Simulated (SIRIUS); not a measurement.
**ZnO: 7 runs along one coordinate**

System: ZnO (4 atoms in the cell).
Method: Kohn-Sham DFT of a periodic cell, PBEsol, dojo-sr-pbesol-0.4.1-standard, no spin polarisation (SIRIUS 7.12.0).

The 7 runs differ only in the geometry, by an even scaling of the cell at fixed fractional positions. The structure derives from an entry of the Crystallography Open Database.

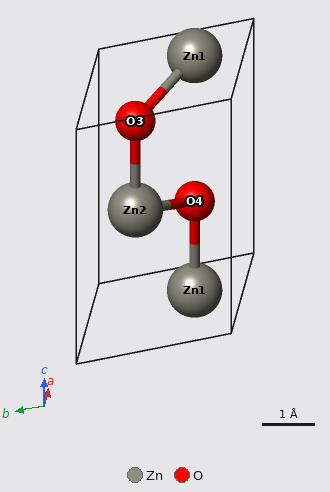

Figure 1. The structure of run 4 (ball-and-stick view of the cell of the calculation, seen at an oblique angle; atoms are numbered from 1 in the order of the input). An atom can appear more than once, as a periodic image.

## Input of run 4
```
{
  "control": {
    "processing_unit": "cpu",
    "verbosity": 2,
    "num_bands_to_print": 37,
    "print_forces": true,
    "print_stress": true
  },
  "parameters": {
    "electronic_structure_method": "pseudopotential",
    "xc_functionals": ["XC_GGA_X_PBE_SOL", "XC_GGA_C_PBE_SOL"],
    "gk_cutoff": 9.2,
    "pw_cutoff": 18.4,
    "ngridk": [9, 9, 5],
    "shiftk": [0, 0, 0],
    "smearing": "fermi_dirac",
    "smearing_width": 0.0018374661,
    "num_bands": 37,
    "num_mag_dims": 0,
    "num_dft_iter": 100,
    "energy_tol": 1e-08,
    "density_tol": 1e-06
  },
  "iterative_solver": {
    "type": "davidson",
    "min_tolerance": 1e-10
  },
  "mixer": {
    "type": "anderson",
    "beta": 0.7,
    "max_history": 8
  },
  "settings": {
    "tol_ne": 1e-10,
    "pseudo_grid_cutoff": 6.5
  },
  "unit_cell": {
    "lattice_vectors": [
      [1.0, 0.0, 0.0],
      [-0.5, 0.866025403778, 0.0],
      [0.0, 0.0, 1.602097738965]
    ],
    "lattice_vectors_scale": 6.1403022146,
    "atom_coordinate_units": "lattice",
    "atom_types": ["Zn", "O"],
    "atom_files": {
      "Zn": "Zn.json",
      "O": "O.json"
    },
    "atoms": {
      "Zn": [
        [0.6666666667, 0.3333333333, 0.0],
        [0.3333333333, 0.6666666667, 0.5]
      ],
      "O": [
        [0.3333333333, 0.6666666667, 0.87901],
        [0.6666666667, 0.3333333333, 0.37901]
      ]
    }
  }
}
```

Command:
```bash
upf_to_json Zn.upf
upf_to_json O.upf
OMP_NUM_THREADS=4 sirius.scf --input=sirius.json --output=out.json --task=0
```

Lattice vectors (Å) and fractional positions of run 4:
```
   3.249308    0.000000    0.000000
  -1.624654    2.813983    0.000000
   0.000000    0.000000    5.205709
Zn  0.666667  0.333333  0.000000
Zn  0.333333  0.666667  0.500000
O   0.333333  0.666667  0.879010
O   0.666667  0.333333  0.379010
```

Run 5 has the same physical settings and fractional positions; its lattice vectors (Å) are:
```
   3.270827    0.000000    0.000000
  -1.635414    2.832619    0.000000
   0.000000    0.000000    5.240185
```

## Results, with one run withheld

| run | volume per atom (Å³) | free energy per atom, from the lowest run given (meV) | pressure (GPa) | gap on the mesh (eV) |
| --- | --- | --- | --- | --- |
| 1 | 11.186 | 12.59 | 7.76 | 0.86 |
| 2 | 11.424 | 3.75 | 4.15 | 0.83 |
| 3 | 11.662 | 0.00 | 0.91 | 0.79 |
| 4 | 11.900 | 0.80 | −1.98 | 0.76 |
| 5 | 12.138 | ? | ? | ? |
| 6 | 12.376 | 14.18 | −6.90 | 0.70 |
| 7 | 12.614 | 25.96 | −8.97 | 0.67 |

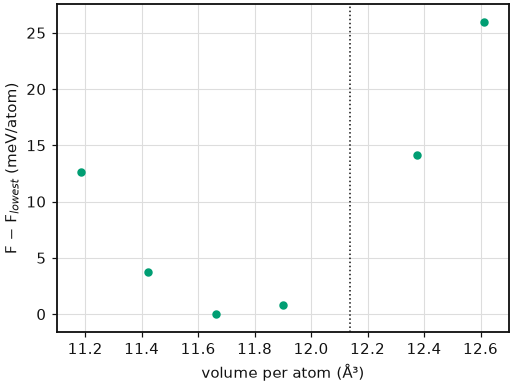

Figure 2. Free energy per atom of the runs given; the dotted line marks run 5.

Fit the runs given and predict run 5.

A cubic polynomial in V^(−2/3) (the Birch–Murnaghan form), fitted to the 6 runs given, misses them by under 0.01 meV per atom. With x = V^(−2/3) − 0.19247 Å⁻², it reads F = 0.21763 − 744.14 x + 3.1893e+05 x² + 3.9463e+05 x³ (meV per atom). At run 5 it gives 5.67 meV per atom, and the run itself gives 5.66. The slope of the fit gives a pressure −dF/dV of −4.55 GPa there, and the run prints −4.57 GPa. The fit has its minimum at 11.736 Å³ per atom, where V d²F/dV² gives 146 GPa. Cell shape and fractional positions are held, so this is the stiffness under even scaling; the relaxed bulk modulus wasn't computed. The gap on the mesh goes, without turning, from 0.86 eV in run 1 to 0.67 eV in run 7; run 5 has 0.73 eV. These are gaps of this functional on this mesh, which can miss the band edges; they aren't the measured gap.

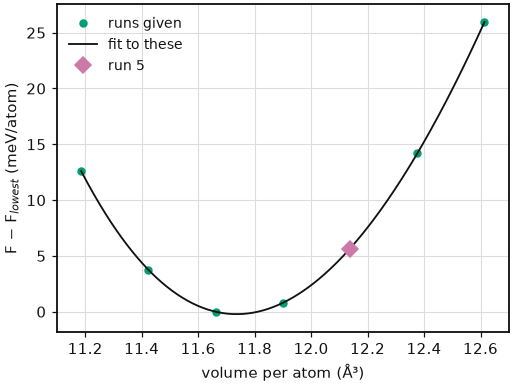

Figure 3. The fit and the withheld run.

## Some lines of the output (run 5)
```
[...]
[find] Total energy                   :    -450.85651178 (Ha),    -901.71302355 (Ry)
[find] Free energy (E-TS)             :    -450.85651202 (Ha),    -901.71302405 (Ry)
[find] band gap (eV)                  :       0.73161335
[find] Efermi                         :       0.35281080
[find] band gap (eV)                  :       0.73160264
[find] Efermi                         :       0.35281192
[find] band gap (eV)                  :       0.73164290
[find] Efermi                         :       0.35281061
[find] band gap (eV)                  :       0.73165215
[find] Efermi                         :       0.35281029
[find] band gap (eV)                  :       0.73165435
[find] Efermi                         :       0.35281023
[find] band gap (eV)                  :       0.73165819
[find] Efermi                         :       0.35281009
```
